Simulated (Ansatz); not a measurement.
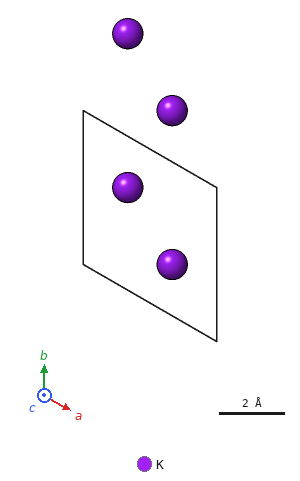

A scan of a crystal of K (P6_3/mmc): the cell is strained equally along x and y, with the atoms kept at their fractional coordinates. x, y and z are the Cartesian axes of the input. The picture shows the reference cell. A ball-and-stick model of the cell of the calculation, repeated 1 × 2 × 1 with one cell outlined, seen along the c axis.

Computed with Ansatz 0.2.0, DFT PBEsol, scalar-relativistic, plane waves, PAW. Settings: plane-wave cutoff 420 eV; k-point mesh 12 × 12 × 6; occupations gaussian; smearing width 0.15 eV; no spin polarisation. Energies (free energies at the smearing named) are counted from the cell as listed in its source, which wasn't relaxed.

```
CELL_PARAMETERS angstrom
4.76240 0.00000 0.00000
-2.38120 4.12436 0.00000
0.00000 0.00000 7.82997
ATOMIC_POSITIONS crystal
K 0.33333 0.66667 0.25000
K 0.66667 0.33333 0.75000
```

**Predict the energy profile (the strain: −0.0200, −0.0150, −0.0100, −0.0050, 0.0000, 0.0050, 0.0100, 0.0150, 0.0175, 0.0200).**

| strain | ΔE (meV/atom) |
| --- | --- |
| −0.0200 | −3.0 |
| −0.0150 | −2.6 |
| −0.0100 | −1.9 |
| −0.0050 | −1.0 |
| 0.0000 | 0.0 |
| 0.0050 | 1.2 |
| 0.0100 | 2.6 |
| 0.0150 | 4.2 |
| 0.0175 | 5.0 |
| 0.0200 | 5.9 |

Of the computed points the lowest is at the strain −0.02, −3.0 meV/atom. The energy is still falling at the end of the range, so the minimum along this coordinate lies there or beyond. The curvature at zero strain, (1/V) d²E/dε², is about 15 GPa; it is C₁₁ + C₂₂ + 2C₁₂ with clamped ions. The distortion keeps the space group P6_3/mmc. At the strain −0.02 the cell of the drawing goes a 4.762 → 4.667 Å, b 4.762 → 4.667 Å.

As a plot:

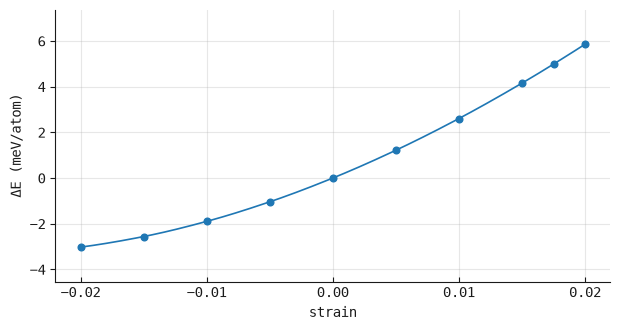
